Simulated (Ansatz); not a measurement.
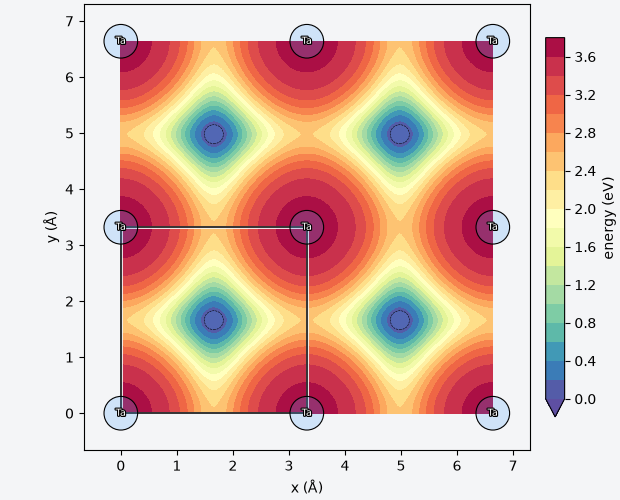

Si on a Ta(100) slab cut from the Im-3m phase, its upper half relaxed before the scan (16 atoms of substrate and one adsorbate in a 2 × 2 cell). 
- Si is moved over the surface cell; relaxed at each place: the height of the adsorbate's atoms; substrate rigid; the origin of the map has the adsorbate above Ta13.
- Places are given modulo a cell vector. The map is drawn in real space over the plane of the surface.
- Grid: 8 × 8 points; 15 points were computed and 49 follow by symmetry.
- Places are given in fractions of the 1 × 1 surface cell.
- Energies: eV, counted from the lowest grid point.
- This map comes from Ansatz, DFT PBE, scalar-relativistic, plane waves, PAW. Settings: cutoff 420 eV, k-mesh 4×4×1, gaussian smearing 0.1 eV, no spin polarisation.

In the figure: filled contours, labelled circles for the atoms of the top layer and small ones for the second layer, the outline of one cell of the 2 × 2 shown. Between grid points the surface is interpolated.

The lowest grid point is at a fourfold hollow over a second-layer Ta atom, (4/8, 4/8) of the cell vectors. No other kind of well shows on this grid. The highest grid point, the top site over a surface Ta atom, (0/8, 0/8) of the cell vectors, lies 3.70 eV above the lowest. On the interpolated surface the easiest way out of the lowest well to its copy in the next cell or period passes a barrier of about 2.4 eV. At the lowest point the adsorbate has 5 Ta at 2.66 Å as nearest neighbours, at the highest 1 Ta at 2.43 Å. Its relaxed height above the top atom is 1.21 Å at the lowest and 2.43 Å at the highest point.

Si is replaced by S; all else is set up alike.

What does this change do to the map?

Answer. The lowest place stays at a fourfold hollow over a second-layer Ta atom, (4/8, 4/8) of the cell vectors. The span from the lowest to the highest grid point shrinks from 3.70 to 2.35 eV. The easiest pass out of the lowest well goes from about 2.4 to about 1.7 eV on the interpolated surfaces. In the new map: at the lowest point the adsorbate has 5 Ta at 2.60 Å as nearest neighbours, at the highest 1 Ta at 2.25 Å. Its relaxed height above the top atom is 1.11 Å at the lowest and 2.25 Å at the highest point.

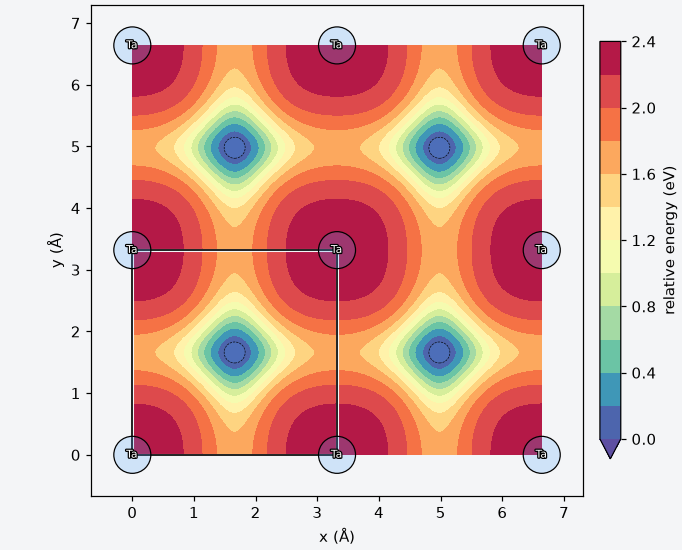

The map after the change, on a colour scale of its own. Drawn: filled contours, labelled circles for the atoms of the top layer and small ones for the second layer, the outline of one cell of the 2 × 2 shown. Between grid points the surface is interpolated.

PAW datasets: the set soft_1.
